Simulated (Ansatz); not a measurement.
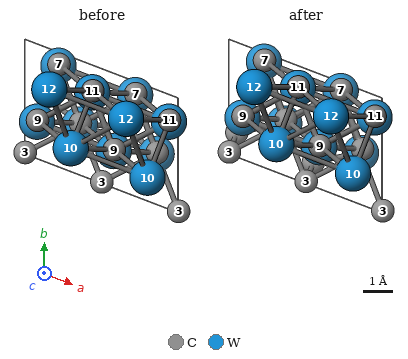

The structure of a slab of composition WC (cut from the P-6m2 phase) before (left) and after (right) a relaxation, at one scale.

The picture is a ball-and-stick view of the 2 × 1 repeat of the cell, outlined in the plane, without the vacuum, seen along the c axis.

Case: (1 0 1) slab, atoms relaxed. The slab is the (1 0 1) face of WC.

Theory: DFT PBEsol, scalar-relativistic, plane waves, PAW in Ansatz 0.2.0.

Input file:
```yaml
crystal:
  lattice:
    - [2.8984136663, 0.0, 0.0]
    - [-1.4492068332, 3.7810038899, 0.0]
    - [0.0, 0.0, 25.950160167]
  atoms:
    - { symbol: C, position: [0.2867270889, 0.5734541779, 0.2890155572] }
    - { symbol: W, position: [0.7203625336, 0.4407250671, 0.3492968266] }
    - { symbol: C, position: [0.0070896225, 0.014179245, 0.3613530804] }
    - { symbol: W, position: [0.4407250671, 0.8814501343, 0.4216343498] }
    - { symbol: C, position: [0.7274521561, 0.4549043121, 0.4336906037] }
    - { symbol: W, position: [0.1610876007, 0.3221752014, 0.4939718731] }
    - { symbol: C, position: [0.4478146896, 0.8956293793, 0.5060281269] }
    - { symbol: W, position: [0.8814501343, 0.7629002686, 0.5663093963] }
    - { symbol: C, position: [0.1681772232, 0.3363544464, 0.5783656502] }
    - { symbol: W, position: [0.6018126679, 0.2036253357, 0.6386469196] }
    - { symbol: C, position: [0.8885397568, 0.7770795136, 0.6507031734] }
    - { symbol: W, position: [0.3221752014, 0.6443504029, 0.7109844428] }
basis:
  ecutwfc: 420
kpoints:
  mp_grid: { grid: [13, 9, 1] }
hamiltonian:
  xc: pbesol
scf:
  occupations: { method: gaussian, width: 0.1 }
output:
  forces: true
  eigenvalues: true
  write_density: true
  write_potential: true
  elf: true
  volumetric_format: npy
relax:
  adjacent_minimum: "off"
  f_tol: 0.02
  max_steps: 60
efield:
  axis: 3
  dipole_correction: true
  ramp_width: 0.04
```

Command:
```bash
ansatz run input.yaml --threads 1 --pin off --max-ram 2560MiB --backend cpu --events-out ev --progress --plain --runs-dir out
```

What changed between the two?

The energy falls by 2.206 eV per cell of the calculation in 15 geometry steps. The largest force component goes from 3.6 to 0.0028 eV/Å. The largest move relative to the layer's centre is that of C1, 1.44 Å at 70° to the normal (+c side). Largest moves by element: C 1.44 Å, W 0.17 Å. The lattice vectors keep their values. Some distances before and after: C1–C3 2.828 → 1.492 Å, C1–W2 2.191 → 1.996 Å, W2–W4 2.828 → 2.723 Å, W10–W12 2.898 → 2.798 Å. New bonds form: C1–C3 (2.83 → 1.49 Å). Among the angles between lasting bonds that change: W2–C1–W2 82.8° → 93.1°, W2–C3–W4 135.1° → 130.3°, W12–C11–W12 82.8° → 86.8°. The run may lie on a higher electronic state than the lowest, so the end point isn't shown to be the ground-state structure. The run took 40 min on 1 thread of Arm Neoverse V2, on a shared host, peak memory 1 GiB.
